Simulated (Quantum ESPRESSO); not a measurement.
## Single-point calculation of C

- system: C (4 atoms in the cell)
- method: Kohn-Sham DFT of a periodic cell, PBE, SG15 PBE 1.2, no spin polarisation (Quantum ESPRESSO 7.5)

The structure derives from an entry of the Crystallography Open Database.

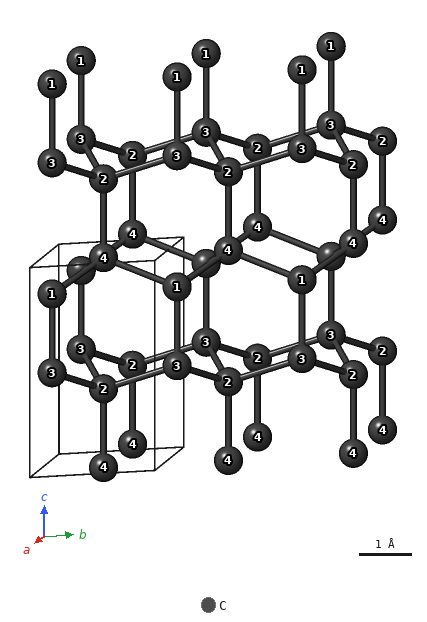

*The structure as given in the input (ball-and-stick view of the cell of the calculation, repeated 2 × 3 × 2, seen slightly off an axis; atoms are numbered from 1 in the order of the input). An atom can appear more than once, as a periodic image.*

Near neighbours in the periodic cell (some may lie outside the picture): C has 4 C at 1.54 Å.

### Summary

- outcome: converged
- space group (tolerance 0.01 Å): P6₃/mmc (194)
- electrons treated: 16
- free energy: −619.9440 eV
- Fermi energy: 14.889 eV
- gap on the k-point mesh: 3.42 eV
- pressure: 1.89 GPa
- largest force (length of the vector): 0.032 eV/Å
- hardware: 2 threads of Arm Neoverse V1, 24 GiB of memory available, shared host
- wall time: 4.7 s (CPU time 9.2 s)
- peak memory: 0.12 GiB

Points of doubt noted for this run: coarse mesh.

### The input
```
&CONTROL
  calculation = 'scf'
  prefix = 'pwscf'
  outdir = './tmp'
  pseudo_dir = './pseudo'
  tprnfor = .true.
  tstress = .true.
  disk_io = 'nowf'
/
&SYSTEM
  ibrav = 0
  nat = 4
  ntyp = 1
  ecutwfc = 88
  nbnd = 14
  occupations = 'smearing'
  smearing = 'fd'
  degauss = 0.00367493
/
&ELECTRONS
  conv_thr = 8d-10
  electron_maxstep = 120
  mixing_beta = 0.5
/
ATOMIC_SPECIES
C     12.0110 C_ONCV_PBE-1.2.upf
CELL_PARAMETERS angstrom
   2.5221000000    0.0000000000    0.0000000000
  -1.2610500000    2.1842026709    0.0000000000
   0.0000000000    0.0000000000    4.1186000000
ATOMIC_POSITIONS crystal
C      0.6666666667    0.3333333333    0.9375000000
C      0.3333333333    0.6666666667    0.4375000000
C      0.6666666667    0.3333333333    0.5625000000
C      0.3333333333    0.6666666667    0.0625000000
K_POINTS automatic
6 6 4 0 0 0
```

Command:
```bash
OMP_NUM_THREADS=1 mpirun -n 2 pw.x -nk 2 -in pw.in > pw.out
```

### The program's output
```
This program is part of the open-source Quantum ESPRESSO suite
     for quantum simulation of materials; please cite
         "P. Giannozzi et al., J. Phys.:Condens. Matter 21 395502 (2009);
         "P. Giannozzi et al., J. Phys.:Condens. Matter 29 465901 (2017);
         "P. Giannozzi et al., J. Chem. Phys. 152 154105 (2020);
          URL
     in publications or presentations arising from this work. More details at

     Message from routine setup:
     using ibrav=0 with symmetry is DISCOURAGED, use correct ibrav instead

     K-points division:     npool     =       2
     Subspace diagonalization in iterative solution of the eigenvalue problem:
     a serial algorithm will be used

     G-vector sticks info
     --------------------
     sticks:   dense  smooth     PW     G-vecs:    dense   smooth      PW
     Sum         559     559    163                17105    17105    2875

     Using Slab Decomposition

     bravais-lattice index     =            0
     lattice parameter (alat)  =       4.7661  a.u.
     unit-cell volume          =     153.1093 (a.u.)^3
     number of atoms/cell      =            4
     number of atomic types    =            1
     number of electrons       =        16.00
     number of Kohn-Sham states=           14
     kinetic-energy cutoff     =      88.0000  Ry
     charge density cutoff     =     352.0000  Ry
     scf convergence threshold =      8.0E-10
     mixing beta               =       0.5000
     number of iterations used =            8  plain     mixing
     Exchange-correlation= PBE
                           (   1   4   3   4   0   0   0)

     celldm(1)=   4.766078  celldm(2)=   0.000000  celldm(3)=   0.000000
     celldm(4)=   0.000000  celldm(5)=   0.000000  celldm(6)=   0.000000

     crystal axes: (cart. coord. in units of alat)
               a(1) = (   1.000000   0.000000   0.000000 )
               a(2) = (  -0.500000   0.866025   0.000000 )
               a(3) = (   0.000000   0.000000   1.633004 )

     reciprocal axes: (cart. coord. in units 2 pi/alat)
               b(1) = (  1.000000  0.577350 -0.000000 )
               b(2) = (  0.000000  1.154701  0.000000 )
               b(3) = (  0.000000 -0.000000  0.612368 )

     PseudoPot. # 1 for C  read from file:
     C_ONCV_PBE-1.2.upf
     Pseudo is Norm-conserving, Zval =  4.0
     Generated using ONCVPSP code by D. R. Hamann
     Using radial grid of  602 points,  4 beta functions with:
                l(1) =   0
                l(2) =   0
                l(3) =   1
                l(4) =   1

     atomic species   valence    mass     pseudopotential
     C                 4.00    12.01100     C ( 1.00)

     24 Sym. Ops., with inversion, found (12 have fractional translation)

   Cartesian axes

     site n.     atom                  positions (alat units)
         1        C      tau(   1) = (   0.5000000   0.2886751   1.5309415  )
         2        C      tau(   2) = (  -0.0000000   0.5773503   0.7144394  )
         3        C      tau(   3) = (   0.5000000   0.2886751   0.9185649  )
         4        C      tau(   4) = (  -0.0000000   0.5773503   0.1020628  )

     number of k points=    21  Fermi-Dirac smearing, width (Ry)=  0.0037
                       cart. coord. in units 2pi/alat
        k(    1) = (   0.0000000   0.0000000   0.0000000), wk =   0.0138889
        k(    2) = (   0.0000000   0.0000000   0.1530921), wk =   0.0277778
        k(    3) = (   0.0000000   0.0000000  -0.3061841), wk =   0.0138889
        k(    4) = (   0.0000000   0.1924501   0.0000000), wk =   0.0833333
        k(    5) = (   0.0000000   0.1924501   0.1530921), wk =   0.1666667
        k(    6) = (   0.0000000   0.1924501  -0.3061841), wk =   0.0833333
        k(    7) = (   0.0000000   0.3849002   0.0000000), wk =   0.0833333
        k(    8) = (   0.0000000   0.3849002   0.1530921), wk =   0.1666667
        k(    9) = (   0.0000000   0.3849002  -0.3061841), wk =   0.0833333
        k(   10) = (   0.0000000  -0.5773503   0.0000000), wk =   0.0416667
        k(   11) = (   0.0000000  -0.5773503   0.1530921), wk =   0.0833333
        k(   12) = (   0.0000000  -0.5773503  -0.3061841), wk =   0.0416667
        k(   13) = (   0.1666667   0.2886751   0.0000000), wk =   0.0833333
        k(   14) = (   0.1666667   0.2886751   0.1530921), wk =   0.1666667
        k(   15) = (   0.1666667   0.2886751  -0.3061841), wk =   0.0833333
        k(   16) = (   0.1666667   0.4811252   0.0000000), wk =   0.1666667
        k(   17) = (   0.1666667   0.4811252   0.1530921), wk =   0.3333333
        k(   18) = (   0.1666667   0.4811252  -0.3061841), wk =   0.1666667
        k(   19) = (   0.3333333   0.5773503   0.0000000), wk =   0.0277778
        k(   20) = (   0.3333333   0.5773503   0.1530921), wk =   0.0555556
        k(   21) = (   0.3333333   0.5773503  -0.3061841), wk =   0.0277778

     Dense  grid:    17105 G-vectors     FFT dimensions: (  30,  30,  48)

     Initial potential from superposition of free atoms

     starting charge      15.9721, renormalised to      16.0000
     Starting wfcs are random

     Self-consistent Calculation

     iteration #  1     ecut=    88.00 Ry     beta= 0.50
     Davidson diagonalization with overlap
     ethr =  1.00E-02,  avg # of iterations =  9.9

     total energy              =     -45.56187167 Ry
     estimated scf accuracy    <       0.22702650 Ry

     iteration #  2     ecut=    88.00 Ry     beta= 0.50
     Davidson diagonalization with overlap
     ethr =  1.42E-03,  avg # of iterations =  1.1

     total energy              =     -45.56095334 Ry
     estimated scf accuracy    <       0.03479479 Ry

     iteration #  3     ecut=    88.00 Ry     beta= 0.50
     Davidson diagonalization with overlap
     ethr =  2.17E-04,  avg # of iterations =  3.4

     total energy              =     -45.56487087 Ry
     estimated scf accuracy    <       0.00024348 Ry

     iteration #  4     ecut=    88.00 Ry     beta= 0.50
     Davidson diagonalization with overlap
     ethr =  1.52E-06,  avg # of iterations =  6.9

     total energy              =     -45.56503855 Ry
     estimated scf accuracy    <       0.00000965 Ry

     iteration #  5     ecut=    88.00 Ry     beta= 0.50
     Davidson diagonalization with overlap
     ethr =  6.03E-08,  avg # of iterations =  2.0

     total energy              =     -45.56504019 Ry
     estimated scf accuracy    <       0.00000044 Ry

     iteration #  6     ecut=    88.00 Ry     beta= 0.50
     Davidson diagonalization with overlap
     ethr =  2.75E-09,  avg # of iterations =  2.0

     total energy              =     -45.56504025 Ry
     estimated scf accuracy    <       0.00000002 Ry

     iteration #  7     ecut=    88.00 Ry     beta= 0.50
     Davidson diagonalization with overlap
     ethr =  1.12E-10,  avg # of iterations =  2.3

     End of self-consistent calculation

          k = 0.0000 0.0000 0.0000 (  2093 PWs)   bands (ev):

    -8.1427  -2.3002  -0.0677  10.3332  10.3332  13.1543  13.6066  13.6066
    18.3753  18.3753  19.4471  21.2879  23.1337  23.1337

          k = 0.0000 0.0000 0.1531 (  2129 PWs)   bands (ev):

    -7.7095  -4.3415   2.6904  10.6768  10.6768  10.9290  12.8904  12.8904
    19.1588  19.1588  20.2760  21.2494  22.3747  22.3747

          k = 0.0000 0.0000-0.3062 (  2112 PWs)   bands (ev):

    -6.4218  -6.4218   6.8045   6.8045  11.6309  11.6309  11.6309  11.6309
    20.7571  20.7571  20.7571  20.7571  21.0208  21.0208

          k = 0.0000 0.1925 0.0000 (  2134 PWs)   bands (ev):

    -7.4647  -1.6904   0.5456   7.5072   9.1940  11.2242  12.1204  12.5812
    18.5251  19.8557  20.3511  23.0974  23.6076  25.0455

          k = 0.0000 0.1925 0.1531 (  2123 PWs)   bands (ev):

    -7.0341  -3.6944   3.2105   7.8898   9.5550  10.0103  11.1146  11.8653
    18.8267  20.6912  20.7316  22.5057  23.5009  24.2662

          k = 0.0000 0.1925-0.3062 (  2120 PWs)   bands (ev):

    -5.7551  -5.7551   7.0170   7.0170   9.0860   9.0860  10.5574  10.5574
    20.0947  20.0947  22.5322  22.5322  22.7327  22.7327

          k = 0.0000 0.3849 0.0000 (  2144 PWs)   bands (ev):

    -5.4748   0.1069   1.6693   3.3426   7.0755   7.6249   9.6507  11.1149
    18.1449  21.4700  21.5491  22.8141  24.2405  28.5088

          k = 0.0000 0.3849 0.1531 (  2128 PWs)   bands (ev):

    -5.0531  -1.8136   2.7423   5.0200   5.9165   8.0003  10.0699  10.3907
    18.3130  20.5834  21.4403  22.6635  25.4706  26.5476

          k = 0.0000 0.3849-0.3062 (  2134 PWs)   bands (ev):

    -3.8052  -3.8052   3.9925   3.9925   8.3953   8.3953   9.0417   9.0417
    19.2385  19.2385  22.2614  22.2614  25.1903  25.1903

          k = 0.0000-0.5774 0.0000 (  2156 PWs)   bands (ev):

    -2.9942  -1.1468   2.4592   3.8071   4.2762   7.0153   7.6186  10.5358
    17.8756  21.7826  21.7998  22.1003  24.9763  26.9306

          k = 0.0000-0.5774 0.1531 (  2138 PWs)   bands (ev):

    -2.5982  -0.7958   0.6734   2.4530   6.5130   7.3946   8.8279   9.8076
    18.2530  20.3188  21.0831  23.1280  23.8522  26.8360

          k = 0.0000-0.5774-0.3062 (  2144 PWs)   bands (ev):

    -1.4537  -1.4537   0.6550   0.6550   8.4466   8.4466   8.9060   8.9060
    19.3494  19.3494  20.5049  20.5049  26.0963  26.0963

          k = 0.1667 0.2887 0.0000 (  2123 PWs)   bands (ev):

    -6.1280  -0.4857   1.6034   4.8621   6.6611   8.7740  10.5199  10.5974
    19.6504  20.5468  21.7733  23.3454  25.1744  26.2722

          k = 0.1667 0.2887 0.1531 (  2131 PWs)   bands (ev):

    -5.7030  -2.4259   3.8124   5.5719   6.9501   7.6234   9.7166  10.5963
    20.2205  20.6796  21.7331  23.1292  24.6630  25.5136

          k = 0.1667 0.2887-0.3062 (  2134 PWs)   bands (ev):

    -4.4435  -4.4435   5.7202   5.7202   7.9432   7.9432   8.6220   8.6220
    21.2941  21.2941  22.0589  22.0589  24.4925  24.4925

          k = 0.1667 0.4811 0.0000 (  2135 PWs)   bands (ev):

    -3.6016   0.3875   1.8145   4.0521   5.1380   5.3717   8.1572   8.9440
    18.6189  21.0777  23.5823  24.7007  25.8323  27.2927

          k = 0.1667 0.4811 0.1531 (  2137 PWs)   bands (ev):

    -3.1928  -0.1835   1.0865   3.8963   5.2446   6.5274   8.0050   9.3667
    19.8349  21.4241  21.9162  23.7904  24.5081  27.0675

          k = 0.1667 0.4811-0.3062 (  2146 PWs)   bands (ev):

    -1.9928  -1.9928   2.1550   2.1550   6.4082   6.4082   9.1058   9.1058
    20.8488  20.8488  22.3619  22.3619  24.7639  24.7639

          k = 0.3333 0.5774 0.0000 (  2139 PWs)   bands (ev):

    -1.1304  -1.1304   2.4782   4.0770   4.0770   6.3230   6.3230   6.7772
    17.0241  25.6874  25.6874  25.7804  25.7804  28.2952

          k = 0.3333 0.5774 0.1531 (  2148 PWs)   bands (ev):

    -0.7670  -0.7670   2.4835   2.4835   2.9108   5.8078   8.0995   8.0995
    18.8584  23.2434  23.2434  25.7646  25.7646  27.1167

          k = 0.3333 0.5774-0.3062 (  2154 PWs)   bands (ev):

    -0.0684  -0.0684   1.1193   1.1193   4.1359   4.1359   9.4240   9.4240
    21.3900  21.3900  22.9435  22.9435  25.8186  25.8187

     the Fermi energy is    14.8895 ev

!    total energy              =     -45.56504025 Ry
     estimated scf accuracy    <          2.6E-10 Ry
     smearing contrib. (-TS)   =      -0.00000000 Ry
     internal energy E=F+TS    =     -45.56504025 Ry

     The total energy is F=E-TS. E is the sum of the following terms:
     one-electron contribution =      15.79155766 Ry
     hartree contribution      =       3.95486427 Ry
     xc contribution           =     -14.23796554 Ry
     ewald contribution        =     -51.07349664 Ry

     convergence has been achieved in   7 iterations

     Forces acting on atoms (cartesian axes, Ry/au):

     atom    1 type  1   force =     0.00000000    0.00000000   -0.00122765
     atom    2 type  1   force =    -0.00000000   -0.00000000   -0.00122765
     atom    3 type  1   force =     0.00000000    0.00000000    0.00122765
     atom    4 type  1   force =    -0.00000000   -0.00000000    0.00122765

     Total force =     0.002455     Total SCF correction =     0.000001

     Computing stress (Cartesian axis) and pressure

          total   stress  (Ry/bohr**3)                   (kbar)     P=       18.94
  -0.00042864  -0.00000000   0.00000000          -63.05       -0.00        0.00
  -0.00000000  -0.00042864   0.00000000           -0.00      -63.05        0.00
   0.00000000   0.00000000   0.00124354            0.00        0.00      182.93

=------------------------------------------------------------------------------=
   JOB DONE.
=------------------------------------------------------------------------------=
```

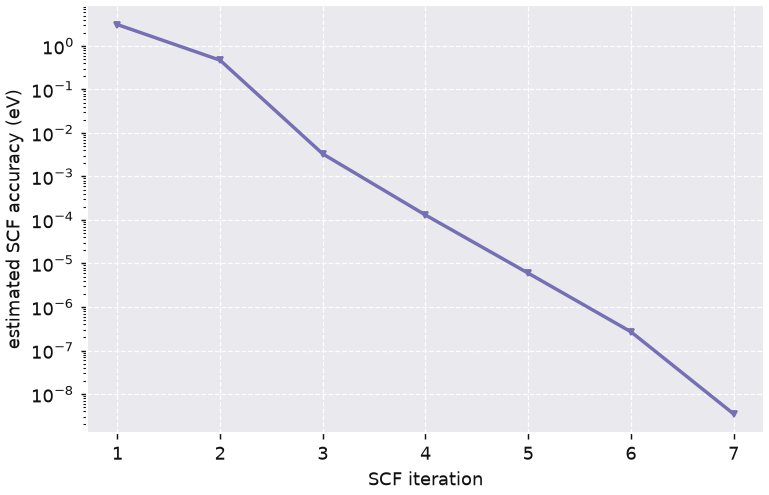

*Convergence of the self-consistent field: estimated SCF accuracy against the iteration.*

The field takes 7 iterations in all.
